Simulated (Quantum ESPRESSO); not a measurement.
Relaxation of cell and atoms of Ir (part 1 of 2)

Ir (P-1, 1 atom in the cell), computed with Kohn-Sham DFT of a periodic cell, PW91, PseudoDojo 0.4.1 SR LDA standard, no spin polarisation (Quantum ESPRESSO 7.5).

The structure derives from an entry of the Crystallography Open Database.

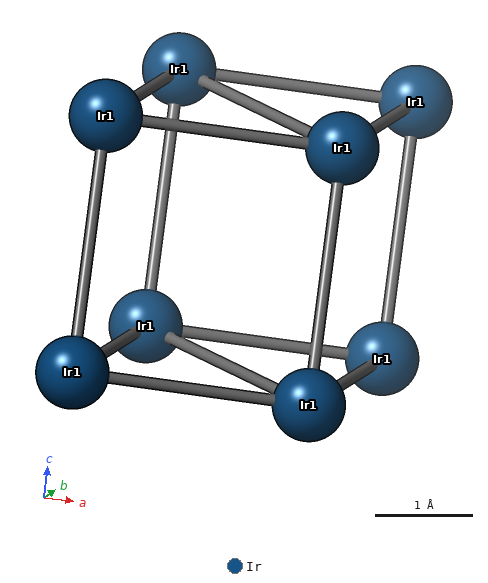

The structure as given in the input (ball-and-stick view of the cell of the calculation, set on other vectors, seen slightly off an axis; atoms are numbered from 1 in the order of the input). An atom can appear more than once, as a periodic image.

**Input file**
```
&CONTROL
  calculation = 'vc-relax'
  prefix = 'pwscf'
  outdir = './tmp'
  pseudo_dir = './pseudo'
  tprnfor = .true.
  tstress = .true.
  disk_io = 'low'
  nstep = 40
  forc_conv_thr = 0.0004
  etot_conv_thr = 1d-05
/
&SYSTEM
  ibrav = 0
  nat = 1
  ntyp = 1
  ecutwfc = 56
  nbnd = 15
  input_dft = 'pw91'
  occupations = 'smearing'
  smearing = 'fd'
  degauss = 0.00734986
/
&ELECTRONS
  conv_thr = 2d-10
  electron_maxstep = 120
  mixing_beta = 0.5
/
&IONS
  ion_dynamics = 'bfgs'
/
&CELL
  cell_dynamics = 'bfgs'
  press = 0
  press_conv_thr = 0.3
  cell_dofree = 'shape'
/
ATOMIC_SPECIES
Ir   192.2170 Ir.upf
CELL_PARAMETERS angstrom
   0.0644692700    1.8373557400    1.7560488600
   1.9418131400    0.0774349900    1.7430831500
   2.1728248700    2.0554017600   -0.1535767500
ATOMIC_POSITIONS crystal
Ir     0.0000000000    0.0000000000    0.0000000000
K_POINTS automatic
8 9 8 0 0 0
```

Launched with:
```bash
OMP_NUM_THREADS=1 pw.x -in pw.in > pw.out
```

**Log**
```
This program is part of the open-source Quantum ESPRESSO suite
     for quantum simulation of materials; please cite
         "P. Giannozzi et al., J. Phys.:Condens. Matter 21 395502 (2009);
         "P. Giannozzi et al., J. Phys.:Condens. Matter 29 465901 (2017);
         "P. Giannozzi et al., J. Chem. Phys. 152 154105 (2020);
          URL
     in publications or presentations arising from this work. More details at

     IMPORTANT: XC functional enforced from input :
     Exchange-correlation= PW91
                           (   1   4   2   2   0   0   0)
     Any further DFT definition will be discarded
     Please, verify this is what you really want

     Message from routine setup:
     using ibrav=0 with symmetry is DISCOURAGED, use correct ibrav instead

     G-vector sticks info
     --------------------
     sticks:   dense  smooth     PW     G-vecs:    dense   smooth      PW
     Sum         367     367    123                 5367     5367    1107

     Using Slab Decomposition

     bravais-lattice index     =            0
     lattice parameter (alat)  =       4.8044  a.u.
     unit-cell volume          =      94.3978 (a.u.)^3
     number of atoms/cell      =            1
     number of atomic types    =            1
     number of electrons       =        17.00
     number of Kohn-Sham states=           15
     kinetic-energy cutoff     =      56.0000  Ry
     charge density cutoff     =     224.0000  Ry
     scf convergence threshold =      2.0E-10
     mixing beta               =       0.5000
     number of iterations used =            8  plain     mixing
     energy convergence thresh.=      1.0E-05
     force convergence thresh. =      4.0E-04
     press convergence thresh. =      3.0E-01
     Exchange-correlation= PW91
                           (   1   4   2   2   0   0   0)
     nstep                     =           40

     celldm(1)=   4.804418  celldm(2)=   0.000000  celldm(3)=   0.000000
     celldm(4)=   0.000000  celldm(5)=   0.000000  celldm(6)=   0.000000

     crystal axes: (cart. coord. in units of alat)
               a(1) = (   0.025358   0.722689   0.690708 )
               a(2) = (   0.763775   0.030458   0.685608 )
               a(3) = (   0.854639   0.808453  -0.060406 )

     reciprocal axes: (cart. coord. in units 2 pi/alat)
               b(1) = ( -0.653327  0.742568  0.694825 )
               b(2) = (  0.707295 -0.695286  0.701512 )
               b(3) = (  0.557373  0.599332 -0.647544 )

     PseudoPot. # 1 for Ir read from file:
     Ir.upf
     Pseudo is Norm-conserving + core correction, Zval = 17.0
     Generated using ONCVPSP code by D. R. Hamann
     Using radial grid of 1296 points,  8 beta functions with:
                l(1) =   0
                l(2) =   0
                l(3) =   1
                l(4) =   1
                l(5) =   2
                l(6) =   2
                l(7) =   3
                l(8) =   3

     atomic species   valence    mass     pseudopotential
     Ir               17.00   192.21700     Ir( 1.00)

      2 Sym. Ops., with inversion, found

   Cartesian axes

     site n.     atom                  positions (alat units)
         1        Ir     tau(   1) = (   0.0000000   0.0000000   0.0000000  )

     number of k points=   290  Fermi-Dirac smearing, width (Ry)=  0.0073

     Number of k-points >= 100: set verbosity='high' to print them.

     Dense  grid:     5367 G-vectors     FFT dimensions: (  24,  24,  27)

     Initial potential from superposition of free atoms

     starting charge      16.9999, renormalised to      17.0000
     Starting wfcs are   10 randomized atomic wfcs +    5 random wfcs

     Self-consistent Calculation

     iteration #  1     ecut=    56.00 Ry     beta= 0.50
     Davidson diagonalization with overlap
     ethr =  1.00E-02,  avg # of iterations =  5.1

     Threshold (ethr) on eigenvalues was too large:
     Diagonalizing with lowered threshold

     Davidson diagonalization with overlap
     ethr =  3.99E-05,  avg # of iterations =  4.0

     total energy              =    -230.39643867 Ry
     estimated scf accuracy    <       0.00668439 Ry

     iteration #  2     ecut=    56.00 Ry     beta= 0.50
     Davidson diagonalization with overlap
     ethr =  3.93E-05,  avg # of iterations =  1.1

     total energy              =    -230.39712361 Ry
     estimated scf accuracy    <       0.00074308 Ry

     iteration #  3     ecut=    56.00 Ry     beta= 0.50
     Davidson diagonalization with overlap
     ethr =  4.37E-06,  avg # of iterations =  1.3

     total energy              =    -230.39715448 Ry
     estimated scf accuracy    <       0.00011234 Ry

     iteration #  4     ecut=    56.00 Ry     beta= 0.50
     Davidson diagonalization with overlap
     ethr =  6.61E-07,  avg # of iterations =  1.0

     total energy              =    -230.39715832 Ry
     estimated scf accuracy    <       0.00000090 Ry

     iteration #  5     ecut=    56.00 Ry     beta= 0.50
     Davidson diagonalization with overlap
     ethr =  5.27E-09,  avg # of iterations =  2.0

     total energy              =    -230.39715845 Ry
     estimated scf accuracy    <       0.00000007 Ry

     iteration #  6     ecut=    56.00 Ry     beta= 0.50
     Davidson diagonalization with overlap
     ethr =  4.22E-10,  avg # of iterations =  1.5

     total energy              =    -230.39715846 Ry
     estimated scf accuracy    <          6.1E-10 Ry

     iteration #  7     ecut=    56.00 Ry     beta= 0.50
     Davidson diagonalization with overlap
     ethr =  3.57E-12,  avg # of iterations =  2.2

     End of self-consistent calculation

     Number of k-points >= 100: set verbosity='high' to print the bands.

     the Fermi energy is    25.9976 ev

!    total energy              =    -230.39715846 Ry
     estimated scf accuracy    <          8.3E-11 Ry
     smearing contrib. (-TS)   =      -0.00298556 Ry
     internal energy E=F+TS    =    -230.39417289 Ry

     The total energy is F=E-TS. E is the sum of the following terms:
     one-electron contribution =     -34.50803046 Ry
     hartree contribution      =      29.94852406 Ry
     xc contribution           =     -43.22049340 Ry
     ewald contribution        =    -182.61417310 Ry

     convergence has been achieved in   7 iterations

     Forces acting on atoms (cartesian axes, Ry/au):

     atom    1 type  1   force =     0.00000000    0.00000000    0.00000000

     Total force =     0.000000     Total SCF correction =     0.000000

     Computing stress (Cartesian axis) and pressure

          total   stress  (Ry/bohr**3)                   (kbar)     P=      264.26
   0.00111032  -0.00156005   0.00129771          163.33     -229.49      190.90
  -0.00156005   0.00228236   0.00150338         -229.49      335.75      221.15
   0.00129771   0.00150338   0.00199648          190.90      221.15      293.69

     Volume is kept fixed: isostatic pressure set to zero

     BFGS Geometry Optimization
     Energy error            =      3.1E-02 Ry
     Gradient error          =      0.0E+00 Ry/Bohr
     Cell gradient error     =      2.3E+02 kbar

     number of scf cycles    =   1
     number of bfgs steps    =   0

     enthalpy           new  =    -230.3971584560 Ry

     new trust radius        =       0.1078641042 bohr
     new conv_thr            =       0.0000000002 Ry

     new unit-cell volume =     94.39779 a.u.^3 (    13.98831 Ang^3 )
     density =     22.81790 g/cm^3

CELL_PARAMETERS (angstrom)
   0.048745810   1.925936158   1.838627237
   1.964866490   0.068253668   1.820331172
   2.053367215   1.992726894  -0.006610864

ATOMIC_POSITIONS (crystal)
Ir               0.0000000000        0.0000000000        0.0000000000

     NEW-OLD atomic charge density approx. for the potential
     New effective cutoffs (rho, wfc):  259.36   64.91

     Self-consistent Calculation

     iteration #  1     ecut=    56.00 Ry     beta= 0.50
     Davidson diagonalization with overlap
     ethr =  1.00E-06,  avg # of iterations =  9.2

     total energy              =    -230.41863916 Ry
     estimated scf accuracy    <       0.00064963 Ry

     iteration #  2     ecut=    56.00 Ry     beta= 0.50
     Davidson diagonalization with overlap
     ethr =  3.82E-06,  avg # of iterations =  1.0

     total energy              =    -230.41868078 Ry
     estimated scf accuracy    <       0.00008817 Ry

     iteration #  3     ecut=    56.00 Ry     beta= 0.50
     Davidson diagonalization with overlap
     ethr =  5.19E-07,  avg # of iterations =  1.0

     total energy              =    -230.41868388 Ry
     estimated scf accuracy    <       0.00000808 Ry

     iteration #  4     ecut=    56.00 Ry     beta= 0.50
     Davidson diagonalization with overlap
     ethr =  4.75E-08,  avg # of iterations =  1.0

     total energy              =    -230.41868425 Ry
     estimated scf accuracy    <       0.00000015 Ry

     iteration #  5     ecut=    56.00 Ry     beta= 0.50
     Davidson diagonalization with overlap
     ethr =  8.59E-10,  avg # of iterations =  1.9

     total energy              =    -230.41868426 Ry
     estimated scf accuracy    <       0.00000001 Ry

     iteration #  6     ecut=    56.00 Ry     beta= 0.50
     Davidson diagonalization with overlap
     ethr =  7.24E-11,  avg # of iterations =  1.6

     End of self-consistent calculation

     Number of k-points >= 100: set verbosity='high' to print the bands.

     the Fermi energy is    26.0647 ev

!    total energy              =    -230.41868426 Ry
     estimated scf accuracy    <          1.6E-10 Ry
     smearing contrib. (-TS)   =      -0.00280716 Ry
     internal energy E=F+TS    =    -230.41587711 Ry

     The total energy is F=E-TS. E is the sum of the following terms:
     one-electron contribution =     -33.35433728 Ry
     hartree contribution      =      29.36129377 Ry
     xc contribution           =     -43.19333028 Ry
     ewald contribution        =    -183.22950331 Ry

     convergence has been achieved in   6 iterations

     Forces acting on atoms (cartesian axes, Ry/au):

     atom    1 type  1   force =     0.00000000    0.00000000    0.00000000

     Total force =     0.000000     Total SCF correction =     0.000000

     Computing stress (Cartesian axis) and pressure

          total   stress  (Ry/bohr**3)                   (kbar)     P=      145.41
   0.00019045  -0.00078724   0.00029232           28.02     -115.81       43.00
  -0.00078724   0.00097452  -0.00003042         -115.81      143.36       -4.47
   0.00029232  -0.00003042   0.00180056           43.00       -4.47      264.87

     Volume is kept fixed: isostatic pressure set to zero
     Energy error            =      2.2E-02 Ry
     Gradient error          =      0.0E+00 Ry/Bohr
     Cell gradient error     =      1.2E+02 kbar

     number of scf cycles    =   2
     number of bfgs steps    =   1

     enthalpy           old  =    -230.3971584560 Ry
     enthalpy           new  =    -230.4186842640 Ry

     CASE: enthalpy          _new < enthalpy          _old

     new trust radius        =       0.1157491284 bohr
     new conv_thr            =            2.0E-12 Ry

     new unit-cell volume =     94.39779 a.u.^3 (    13.98831 Ang^3 )
     density =     22.81790 g/cm^3

CELL_PARAMETERS (angstrom)
   0.011014642   1.951063115   1.914135715
   1.938689078   0.010560758   1.915057550
   1.902828944   1.919322025   0.043598325

ATOMIC_POSITIONS (crystal)
Ir               0.0000000000        0.0000000000        0.0000000000

     NEW-OLD atomic charge density approx. for the potential
     New effective cutoffs (rho, wfc):  291.11   73.26

     Self-consistent Calculation

     iteration #  1     ecut=    56.00 Ry     beta= 0.50
     Davidson diagonalization with overlap
     c_bands:  1 eigenvalues not converged
     c_bands:  1 eigenvalues not converged
     ethr =  1.00E-06,  avg # of iterations =  9.2

     total energy              =    -230.42320898 Ry
     estimated scf accuracy    <       0.00030503 Ry

     iteration #  2     ecut=    56.00 Ry     beta= 0.50
     Davidson diagonalization with overlap
     ethr =  1.79E-06,  avg # of iterations =  1.0

     total energy              =    -230.42321472 Ry
     estimated scf accuracy    <       0.00005575 Ry

     iteration #  3     ecut=    56.00 Ry     beta= 0.50
     Davidson diagonalization with overlap
     ethr =  3.28E-07,  avg # of iterations =  1.0

     total energy              =    -230.42321684 Ry
     estimated scf accuracy    <       0.00000133 Ry

     iteration #  4     ecut=    56.00 Ry     beta= 0.50
     Davidson diagonalization with overlap
     ethr =  7.85E-09,  avg # of iterations =  1.0

     total energy              =    -230.42321692 Ry
     estimated scf accuracy    <       0.00000005 Ry

     iteration #  5     ecut=    56.00 Ry     beta= 0.50
     Davidson diagonalization with overlap
     ethr =  2.99E-10,  avg # of iterations =  1.7

     total energy              =    -230.42321693 Ry
     estimated scf accuracy    <          5.5E-09 Ry

     iteration #  6     ecut=    56.00 Ry     beta= 0.50
     Davidson diagonalization with overlap
     ethr =  3.24E-11,  avg # of iterations =  1.4

     total energy              =    -230.42321693 Ry
     estimated scf accuracy    <          6.4E-11 Ry

     iteration #  7     ecut=    56.00 Ry     beta= 0.50
     Davidson diagonalization with overlap
     ethr =  3.77E-13,  avg # of iterations =  2.0

     total energy              =    -230.42321693 Ry
     estimated scf accuracy    <          5.6E-12 Ry

     iteration #  8     ecut=    56.00 Ry     beta= 0.50
     Davidson diagonalization with overlap
     ethr =  1.00E-13,  avg # of iterations =  1.0

     End of self-consistent calculation

     Number of k-points >= 100: set verbosity='high' to print the bands.

     the Fermi energy is    26.1237 ev

!    total energy              =    -230.42321693 Ry
     estimated scf accuracy    <          3.1E-14 Ry
     smearing contrib. (-TS)   =      -0.00293278 Ry
     internal energy E=F+TS    =    -230.42028415 Ry

     The total energy is F=E-TS. E is the sum of the following terms:
     one-electron contribution =     -33.22055337 Ry
     hartree contribution      =      29.28823031 Ry
     xc contribution           =     -43.18860804 Ry
     ewald contribution        =    -183.29935305 Ry

     convergence has been achieved in   8 iterations

     Forces acting on atoms (cartesian axes, Ry/au):

     atom    1 type  1   force =     0.00000000    0.00000000    0.00000000

     Total force =     0.000000     Total SCF correction =     0.000000

     Computing stress (Cartesian axis) and pressure

          total   stress  (Ry/bohr**3)                   (kbar)     P=      116.45
   0.00078102   0.00035269  -0.00045171          114.89       51.88      -66.45
   0.00035269   0.00056579  -0.00042927           51.88       83.23      -63.15
  -0.00045171  -0.00042927   0.00102793          -66.45      -63.15      151.21

     Volume is kept fixed: isostatic pressure set to zero
     Energy error            =      4.5E-03 Ry
     Gradient error          =      0.0E+00 Ry/Bohr
     Cell gradient error     =      6.6E+01 kbar

     number of scf cycles    =   3
     number of bfgs steps    =   2

     enthalpy           old  =    -230.4186842640 Ry
     enthalpy           new  =    -230.4232169325 Ry

     CASE: enthalpy          _new < enthalpy          _old

     new trust radius        =       0.0293707935 bohr
     new conv_thr            =            2.0E-12 Ry

     new unit-cell volume =     94.39779 a.u.^3 (    13.98831 Ang^3 )
     density =     22.81790 g/cm^3

CELL_PARAMETERS (angstrom)
   0.012706596   1.929148588   1.897458485
   1.926925601   0.016464427   1.893136897
   1.929239030   1.931811884   0.003770343

ATOMIC_POSITIONS (crystal)
Ir               0.0000000000        0.0000000000        0.0000000000

     NEW-OLD atomic charge density approx. for the potential
     New effective cutoffs (rho, wfc):  280.89   70.60

     Self-consistent Calculation

     iteration #  1     ecut=    56.00 Ry     beta= 0.50
     Davidson diagonalization with overlap
     ethr =  1.00E-06,  avg # of iterations =  7.1

     total energy              =    -230.42449718 Ry
     estimated scf accuracy    <       0.00002566 Ry

     iteration #  2     ecut=    56.00 Ry     beta= 0.50
     Davidson diagonalization with overlap
     ethr =  1.51E-07,  avg # of iterations =  1.1

     total energy              =    -230.42449729 Ry
     estimated scf accuracy    <       0.00000501 Ry

     iteration #  3     ecut=    56.00 Ry     beta= 0.50
     Davidson diagonalization with overlap
     ethr =  2.95E-08,  avg # of iterations =  1.0

     total energy              =    -230.42449749 Ry
     estimated scf accuracy    <       0.00000005 Ry

     iteration #  4     ecut=    56.00 Ry     beta= 0.50
     Davidson diagonalization with overlap
     ethr =  2.96E-10,  avg # of iterations =  1.7

     total energy              =    -230.42449750 Ry
     estimated scf accuracy    <          4.4E-09 Ry

     iteration #  5     ecut=    56.00 Ry     beta= 0.50
     Davidson diagonalization with overlap
     ethr =  2.58E-11,  avg # of iterations =  1.1

     total energy              =    -230.42449750 Ry
     estimated scf accuracy    <          2.8E-10 Ry

     iteration #  6     ecut=    56.00 Ry     beta= 0.50
     Davidson diagonalization with overlap
     ethr =  1.64E-12,  avg # of iterations =  1.8

     total energy              =    -230.42449750 Ry
     estimated scf accuracy    <          4.1E-12 Ry

     iteration #  7     ecut=    56.00 Ry     beta= 0.50
     Davidson diagonalization with overlap
     ethr =  1.00E-13,  avg # of iterations =  1.3

     End of self-consistent calculation

     Number of k-points >= 100: set verbosity='high' to print the bands.

     the Fermi energy is    26.1201 ev

!    total energy              =    -230.42449750 Ry
     estimated scf accuracy    <          3.1E-13 Ry
     smearing contrib. (-TS)   =      -0.00300992 Ry
     internal energy E=F+TS    =    -230.42148758 Ry

     The total energy is F=E-TS. E is the sum of the following terms:
     one-electron contribution =     -33.18277437 Ry
     hartree contribution      =      29.26918053 Ry
     xc contribution           =     -43.18773078 Ry
     ewald contribution        =    -183.32016296 Ry

     convergence has been achieved in   7 iterations

     Forces acting on atoms (cartesian axes, Ry/au):

     atom    1 type  1   force =     0.00000000    0.00000000    0.00000000

     Total force =     0.000000     Total SCF correction =     0.000000

     Computing stress (Cartesian axis) and pressure

          total   stress  (Ry/bohr**3)                   (kbar)     P=      115.42
   0.00069051  -0.00001686  -0.00004314          101.58       -2.48       -6.35
  -0.00001686   0.00067598  -0.00008212           -2.48       99.44      -12.08
  -0.00004314  -0.00008212   0.00098738           -6.35      -12.08      145.25
```
